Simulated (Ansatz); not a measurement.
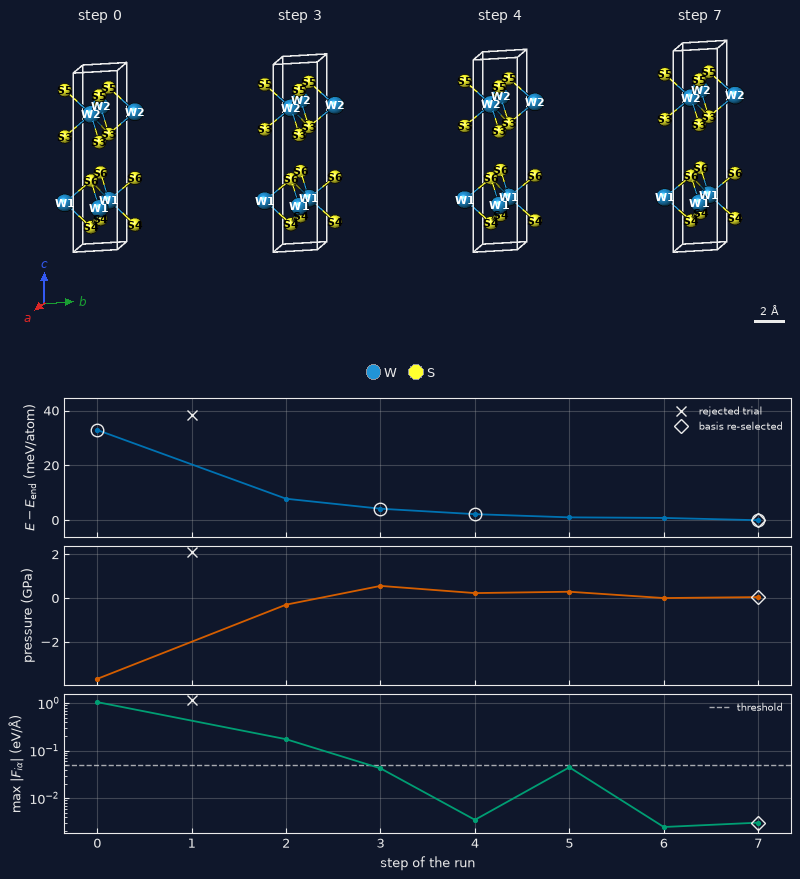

Frames of a relaxation of a crystal of WS₂ (set up in P6_3/mmc) (coarse preliminary run), marked on the history of the run. Style: ball-and-stick. Shown: the cell of the calculation, slightly off an axis.

Computed with Ansatz 0.2.0, DFT PBE, scalar-relativistic, plane waves, PAW. Set-up: plane-wave cutoff 420 eV; k-point mesh 6 × 6 × 2; occupations gaussian; smearing width 0.1 eV; no spin polarisation; cell and atoms relaxed; force threshold 0.05 eV/Å; at most 80 steps.

Describe the path.

Answer. Over 5 accepted moves (7 points after the start) the energy falls by 32.9 meV per atom. Largest force component: 1.1 eV/Å at the start, 0.0031 eV/Å at the end. The pressure goes from −3.68 to 0.05 GPa. The line search rejected the trial step at point 1 of the run. At 1 point the geometry stayed and the basis and grid were re-selected for the new cell (energy shift of 0.8 meV per atom at most each time). The largest moves relative to the cell, 0.25 Å, are those of S3, S4, S5 and S6. S3 goes along +c. W stays in place. The drawn cell changes as follows: a = b 3.180 → 3.188 Å (+0.3 %), c 12.500 → 14.044 Å (+12.4 %); the volume changes by +12.9 %. Among the contacts that change: W1–S4 2.452 → 2.420 Å, W1–W1 3.180 → 3.188 Å. Bond angles that change, for instance: S3–W2–S5 83.0° → 81.0°. The space group stays P6_3/mmc (No. 194). From step 0 to 3: S atoms move most (0.14 Å), volume +5.4 %, energy −28.7 meV per atom. From step 3 to 4: S atoms move most (0.04 Å), volume +2.4 %, energy −2.0 meV per atom. From step 4 to 7: S atoms move most (0.07 Å), volume +4.6 %, energy −2.2 meV per atom.

| step | E − E(0), meV/atom | largest force component, eV/Å | pressure, GPa | volume, Å³/atom | note |
| --- | --- | --- | --- | --- | --- |
| 0 | 0.00 | 1.0552 | -3.68 | 18.245 |  |
| 1 | 5.60 | 1.1510 | 2.10 | 19.916 | rejected |
| 2 | -25.09 | 0.1747 | -0.30 | 18.797 |  |
| 3 | -28.73 | 0.0425 | 0.56 | 19.233 |  |
| 4 | -30.72 | 0.0035 | 0.23 | 19.694 |  |
| 5 | -31.88 | 0.0447 | 0.29 | 20.301 |  |
| 6 | -32.09 | 0.0025 | 0.01 | 20.605 |  |
| 7 | -32.93 | 0.0031 | 0.05 | 20.605 | same geometry, new basis |

Limits of the set-up: layers or molecules are held without a dispersion correction, so their spacing is unreliable.
